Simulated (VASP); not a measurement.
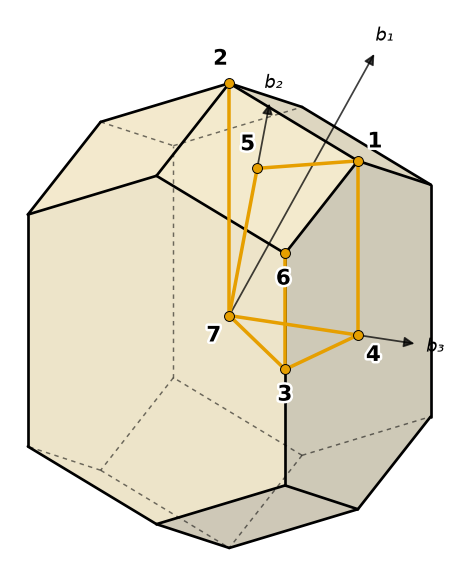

For Si, a cell listed in the Materials Project, as set up for an electronic-structure calculation: the first Brillouin zone of a body-centred tetragonal lattice (tI; extended symbol tI1) is drawn with its special points numbered. Symmetry computed with spglib at a tolerance of 0.002 Å; standard conventional cell.

a = 6.651 Å, b = 6.651 Å, c = 3.845 Å, α = 90.00°, β = 90.00°, γ = 90.00°.

Labels and path follow the convention of Hinuma et al. (2017), as computed by seekpath; the arrows show the directions of the reciprocal primitive vectors b₁, b₂, b₃, in which coordinates are given.

**Which special point is each number?**

| no. | label | coordinates |
| --- | --- | --- |
| 1 | P | (1/4, 1/4, 1/4) |
| 2 | Z | (0.334, 0.334, −0.334) |
| 3 | M | (−1/2, 1/2, 1/2) |
| 4 | X | (0, 0, 1/2) |
| 5 | N | (0, 1/2, 0) |
| 6 | Z₀ | (−0.334, 0.666, 0.334) |
| 7 | Γ | (0, 0, 0) |
